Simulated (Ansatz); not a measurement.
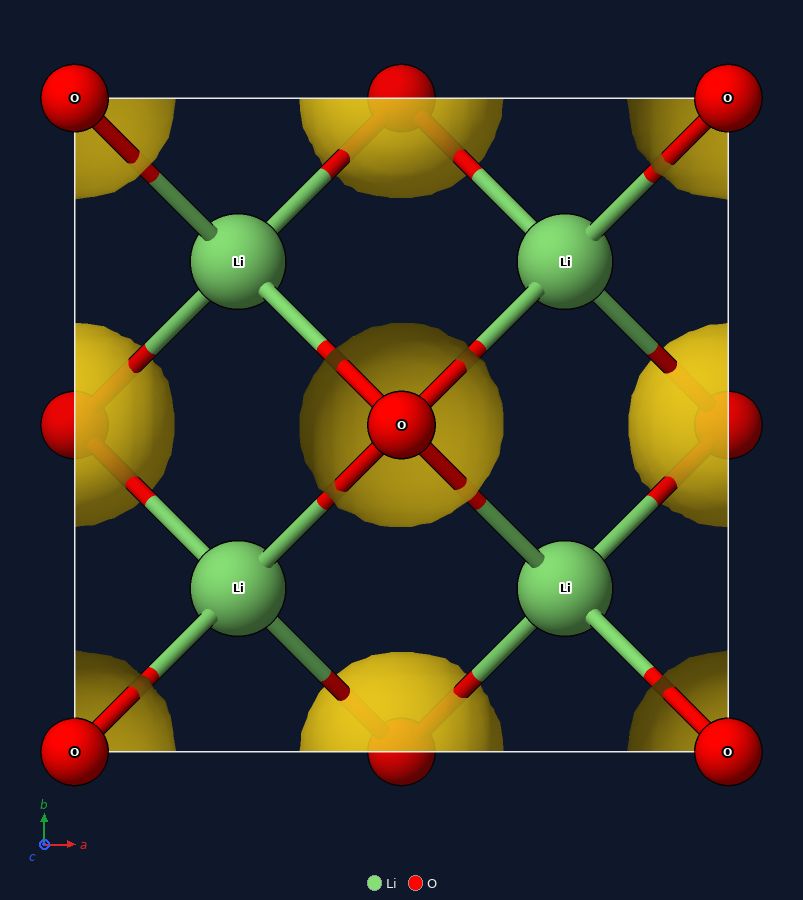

Li$_{2}$O. Density of the Kohn–Sham states from −0.6 to 0.0 eV about the valence-band maximum (the top of the valence band), scaled to one electron a cell: yellow surface at 0.15 1/Å³, in the conventional cell seen along the c axis.

Space group Fm-3m.

Theory: DFT PBE, scalar-relativistic, plane waves, PAW (Ansatz 0.2.0).

In a PAW calculation such maps are meaningful between the atoms, not at the nuclei.

### What is the character of these states?

Löwdin projections on the PAW files' atomic orbitals give O 2p (over 95 %).
- In space (atomic cells sized by Bader volumes) the density divides as O over 95 % and Li little.
- It nearly vanishes midway along the shortest Li–Li contact.
- Little of the density lies between the atoms' surroundings.
